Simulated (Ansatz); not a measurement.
Consider SiW3.

Input file:

```
crystal:
  lattice:
    - [-2.6771500149, 2.6771500149, 2.4629780137]
    - [2.6771500149, -2.6771500149, 2.4629780137]
    - [2.6771500149, 2.6771500149, -2.4629780137]
  atoms:
    - { symbol: Si, position: [0.0, 0.0, 0.0] }
    - { symbol: W, position: [0.5, 0.5, 0.0] }
    - { symbol: W, position: [0.5, 0.0, 0.5] }
    - { symbol: W, position: [0.0, 0.5, 0.5] }
basis:
  ecutwfc: 420
kpoints:
  mp_grid: { grid: [14, 14, 14] }
hamiltonian:
  xc: pbe
scf:
  occupations: { method: gaussian, width: 0.15 }
output:
  forces: true
  stress: true
  eigenvalues: true
  write_density: true
  write_potential: true
  elf: true
  volumetric_format: npy
```

Launched as:

```sh
ansatz run input.yaml --threads 1 --pin off --max-ram 2560MiB --backend cpu --events-out ev --progress --plain --runs-dir out
```

Below, planes, directions and counts refer to the conventional cell (a = 5.35 Å, b = 5.35 Å, c = 4.93 Å, α = 90.00°, β = 90.00°, γ = 90.00°).

Space group I4/mmm; a structure from a database of computed crystals, not necessarily the ambient phase; computed pressure about 3 GPa in this cell.

All numbers below come from DFT PBE, scalar-relativistic, plane waves, PAW (Ansatz 0.2.0).

What can the converged valence pseudo-density and electron localisation function tell about the bonding?

Answer. Si–W (2.46 Å): the density is about 0.53 e/Å³ at the midpoint; the ELF peaks at about 0.75 in the valence shell of Si, 0.9 Å from its nucleus, and is about 0.50 at the midpoint.
W–W (2.46 Å): the density is about 0.68 e/Å³ at the midpoint; the ELF is about 0.40 at the midpoint.
Si–W (2.68 Å): ρ is about 0.35 e/Å³ halfway; the ELF peaks at about 0.75 in the valence shell of Si, 0.9 Å from its nucleus, and is about 0.45 at the midpoint.
W–W (2.68 Å): ρ is about 0.49 e/Å³ halfway; the ELF is about 0.45 at the midpoint.

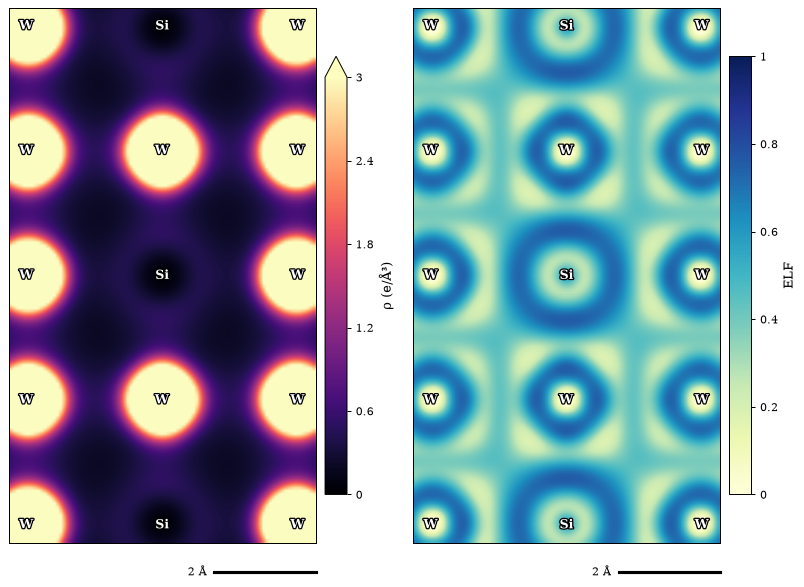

Computed valence pseudo-density and electron localisation function on the (010) plane of the conventional cell, in this order. 

The density is the valence pseudo-density of a PAW calculation; it isn't the true density close to the nuclei.
